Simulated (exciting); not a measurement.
## A series of single points on Pt

System: Pt (2 atoms in the cell).
Method: Kohn-Sham DFT of a periodic cell, PBE, all-electron LAPW+lo, shipped species files, no spin polarisation (exciting sodium).

The 7 runs differ only in the geometry, by an even scaling of the cell at fixed fractional positions. The structure derives from a Materials Project entry.

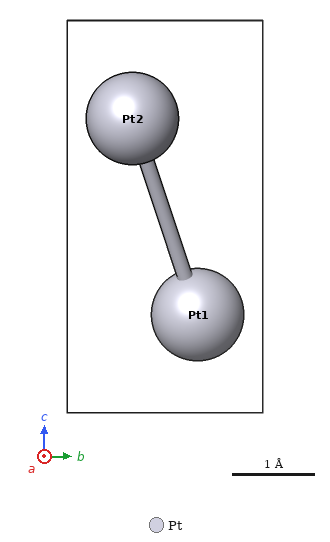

Figure 1. The structure of run 4 (ball-and-stick view of the cell of the calculation, along the a axis; atoms are numbered from 1 in the order of the input).

**Input of run 4**
```
<input>
  <title>Pt</title>
  <structure speciespath="./" tshift="false">
    <crystal scale="1">
      <basevect>5.216901935533 0.000000000000 0.000000000000</basevect>
      <basevect>-2.608450967767 4.517969605154 0.000000000000</basevect>
      <basevect>0.000000000000 0.000000000000 9.055820812507</basevect>
    </crystal>
    <species speciesfile="Pt.xml" rmt="2.3">
      <atom coord="0.333333333300 0.666666666700 0.250000000000"/>
      <atom coord="0.666666666700 0.333333333300 0.750000000000"/>
    </species>
  </structure>
  <groundstate do="fromscratch" ngridk="11 11 6" rgkmax="9" gmaxvr="14" lmaxapw="10" lmaxmat="10" lmaxvr="8" xctype="GGA_PBE" stype="Fermi Dirac" swidth="0.00183747" nempty="18" ValenceRelativity="iora*" epsengy="1e-05" epspot="1e-05" maxscl="60" tforce="true" outputlevel="normal"/>
</input>
```

Command:
```bash
OMP_NUM_THREADS=1 exciting_smp
```

Lattice vectors (Å) and fractional positions of run 4:
```
   2.760666    0.000000    0.000000
  -1.380333    2.390807    0.000000
   0.000000    0.000000    4.792134
Pt  0.333333  0.666667  0.250000
Pt  0.666667  0.333333  0.750000
```

Run 3 has the same physical settings and fractional positions; its lattice vectors (Å) are:
```
   2.742137    0.000000    0.000000
  -1.371069    2.374760    0.000000
   0.000000    0.000000    4.759971
```

**Results, with one run withheld**

```csv
run,volume per atom (Å³),"free energy per atom, from the lowest run given (meV)"
1,14.866,42.63
2,15.182,19.43
3,15.498,?
4,15.815,0.00
5,16.131,5.40
6,16.447,19.73
7,16.763,40.58
```

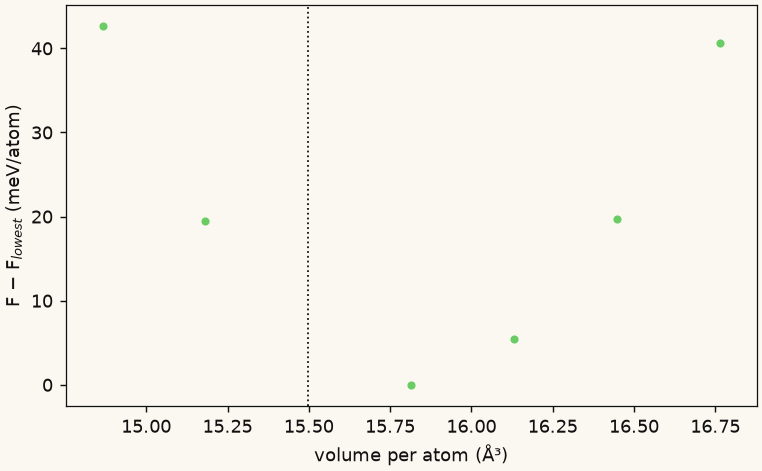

Figure 2. Free energy per atom of the runs given; the dotted line marks run 3.

What should run 3 give?

A cubic polynomial in V^(−2/3) (the Birch–Murnaghan form), fitted to the 6 runs given, misses them by at most 0.70 meV per atom. With x = V^(−2/3) − 0.15852 Å⁻², it reads F = 0.69233 − 561.39 x + 1.0307e+06 x² − 8.509e+06 x³ (meV per atom). At run 3 it gives 4.97 meV per atom, and the run itself gives 3.24. The fit has its minimum at 15.803 Å³ per atom, where V d²F/dV² gives 233 GPa. Cell shape and fractional positions are held, so this is the stiffness under even scaling; the relaxed bulk modulus wasn't computed. So low a polynomial doesn't follow these energies more closely.

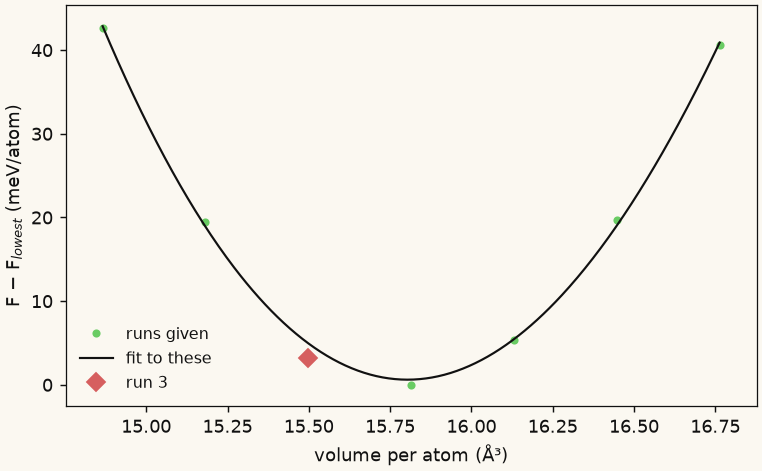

Figure 3. The fit and the withheld run.

**Some lines of the output (run 3)**
```
[...]
 DOS at Fermi energy (states/Ha/cell)       :       118.71322574
 Absolute change in total energy   (target) :  0.185451E-03  ( 0.100000E-04)
 Total energy                               :    -36893.43119969
 Fermi energy                               :         0.46508589
 DOS at Fermi energy (states/Ha/cell)       :       118.71325378
 Absolute change in total energy   (target) :  0.294232E-04  ( 0.100000E-04)
 Total energy                               :    -36893.43120080
 DOS at Fermi energy (states/Ha/cell)       :       118.71325007
 Absolute change in total energy   (target) :  0.110277E-05  ( 0.100000E-04)
 Total energy                               :    -36893.43120210
 DOS at Fermi energy (states/Ha/cell)       :       118.71324288
 Absolute change in total energy   (target) :  0.130305E-05  ( 0.100000E-04)
 Total energy                               :    -36893.43120271
 DOS at Fermi energy (states/Ha/cell)       :       118.71324242
```

Notes: Spin–orbit coupling is left out, which matters for Pt.
